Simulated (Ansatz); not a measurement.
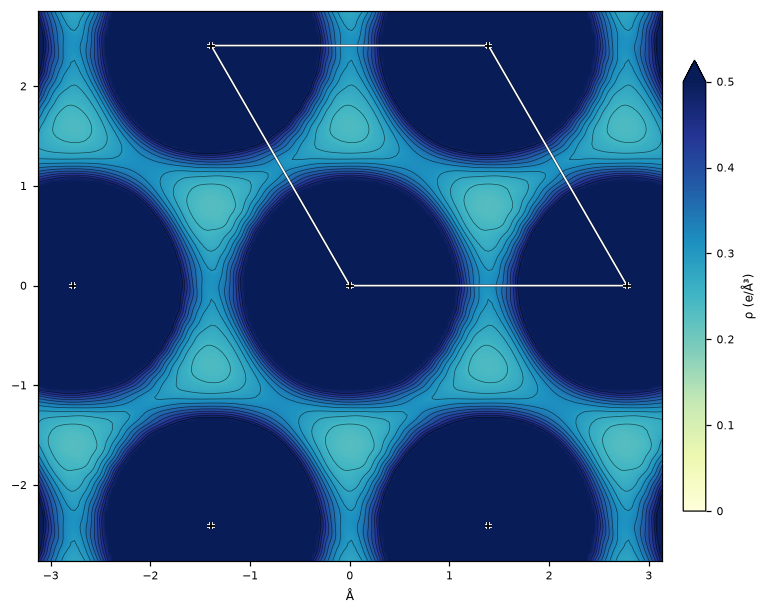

The valence electron density on a plane through atoms (crosses mark nuclei in the plane).

Computed with DFT, PBE, plane waves (420 eV) with PAW, scalar-relativistic (Ansatz 0.2.0).

Candidates:
A. Rh, a = 2.78 Å, b = 2.78 Å, c = 9.08 Å, α = 90.00°, β = 90.00°, γ = 120.00°. Space group P6₃/mmc; set up as Rh, dhcp; a generated structure, not necessarily the stable one; changed on purpose from its base cell (volume × 1.08); computed pressure about −16 GPa in this cell; the program warned that a starting moment wasn't kept; spin-polarised, but the moments vanished.
B. Ti, a = 2.65 Å, b = 2.65 Å, c = 2.65 Å, α = 90.00°, β = 90.00°, γ = 90.00°. Space group Pm-3m; set up as Ti, simple cubic; a generated structure, not necessarily the stable one; spin-polarised.
C. Hf, a = 3.55 Å, b = 3.55 Å, c = 3.55 Å, α = 90.00°, β = 90.00°, γ = 90.00°. Space group Im-3m; set up as Hf, bcc; a generated structure, not necessarily the stable one.

Which candidate gave the map?

Answer. Candidate A: Rh on the (001) plane of the conventional cell, which holds Rh. Rh–Rh (2.78 Å): ρ at the midpoint is about 0.31 e/Å³.
